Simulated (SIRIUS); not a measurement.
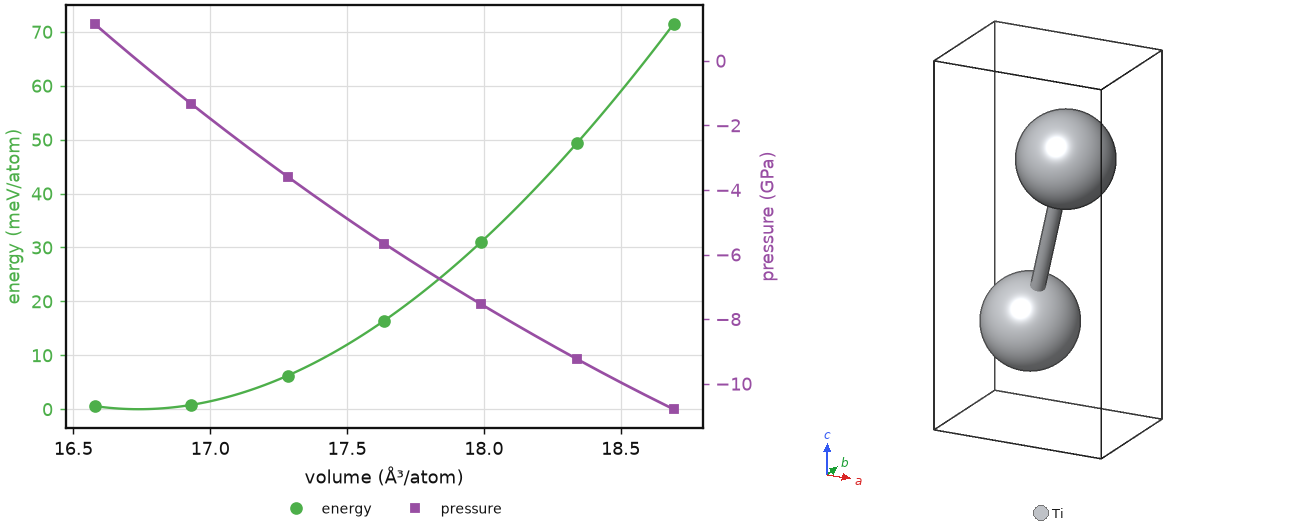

The picture above shows the energy and pressure against volume for Ti, space group P6_3/mmc (No. 194). The conventional cell is drawn beside the plot.

Structure:
```
CELL_PARAMETERS angstrom
2.95000 0.00000 0.00000
-1.47500 2.55477 0.00000
0.00000 0.00000 4.68000
ATOMIC_POSITIONS crystal
Ti 0.66667 0.33333 0.75000
Ti 0.33333 0.66667 0.25000
```

Method: plane-wave DFT, no spin polarisation; energies at scaled volumes of the given cell, shape and fractions fixed, counted from the fit's minimum, third-order Birch-Murnaghan fit (SIRIUS 7.10.0). Level: PBEsol.

k mesh 10×10×6; occupations Fermi–Dirac; smearing width 0.05 eV; potentials dojo sr pbesol 0.4.1 standard; wave cutoff 1152 eV; density cutoff 4606 eV.

**What equilibrium volume and bulk modulus follow from the curve?**

A third-order Birch–Murnaghan fit gives V0 = 16.74 Å³/atom, B0 = 118 GPa and B′ = 3.5.

**What does the pressure do across the range?**

It falls from 1.14 GPa at volume 16.58 Å³/atom to −10.79 GPa at 18.69 Å³/atom, and changes sign near 16.74 Å³/atom.

Limits of the calculation: shape and atomic fractions are frozen while scaling, which makes layered, chain and framework solids too stiff.
